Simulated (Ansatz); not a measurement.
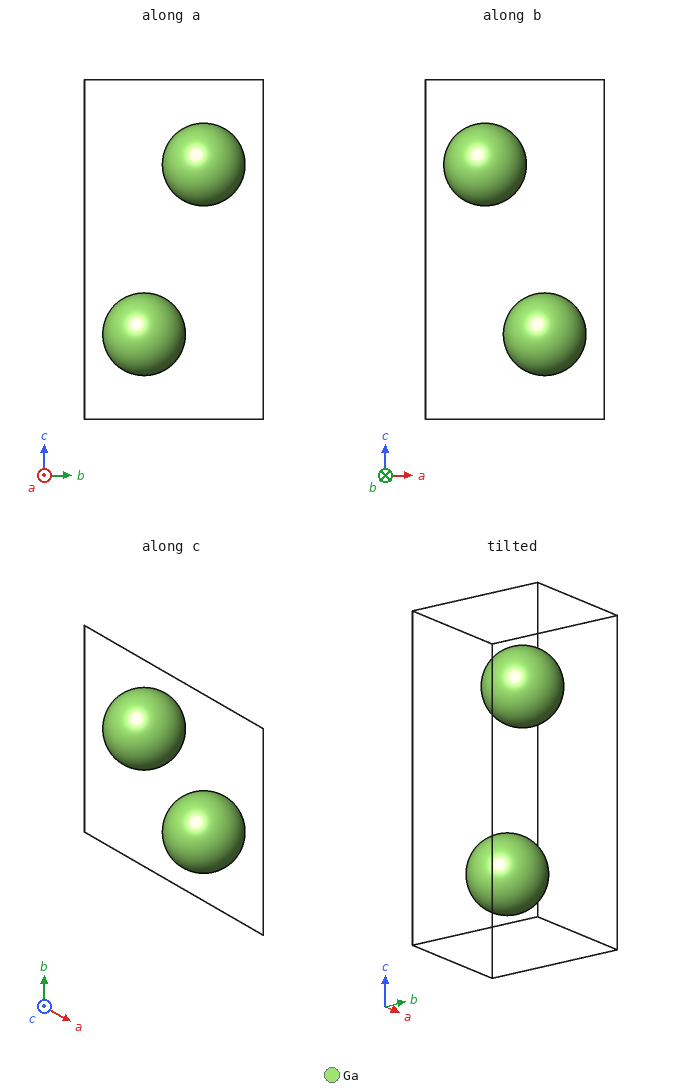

A spheres-only picture of a crystal structure, seen along the a axis, along the b axis, along the c axis and slightly off an axis. The wireframe shows the conventional unit cell.

Lattice parameters: a = 2.991 Å, b = 2.991 Å, c = 4.917 Å, α = 90.00°, β = 90.00°, γ = 120.00°.

Q: From the views, write a table of Wyckoff sites.

A: Space group P6_3/mmc (No. 194).
```csv
atom,site,x,y,z
Ga,2d,0.3333,0.6667,0.7500
```

It derives from a structure type filled with this element by a generator (whether the element takes this form wasn't checked). It is drawn as it came out of a relaxation with DFT PBE, scalar-relativistic, plane waves, PAW (Ansatz).
